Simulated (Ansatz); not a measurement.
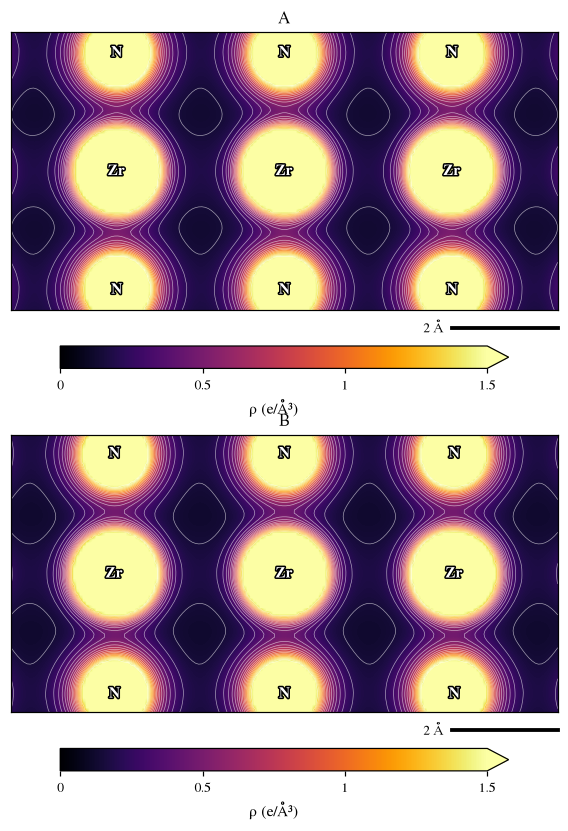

ZrN. The valence pseudo-density of two cells that differ in size, on the (11̄0) plane of each (indices in the axes of the calculation cell), at one length scale and on one colour scale; one has 11.2 and the other 11.7 Å³ an atom.

These are results of DFT PBEsol, scalar-relativistic, plane waves, PAW (Ansatz 0.2.0), not measurements.

Core electrons are frozen (PAW), and the valence fields are smoothed inside the atomic spheres.

Which is the denser cell? Describe the effect of the change.

Answer. Panel A is the smaller cell, by 4 % in volume. From the larger cell to the smaller, Zr–Zr goes from 3.21 to 3.17 Å; Zr–N goes from 2.27 to 2.24 Å, and the density at its midpoint from 0.48 to 0.51 e/Å³; the pressure goes from 3.0 to 15 GPa.
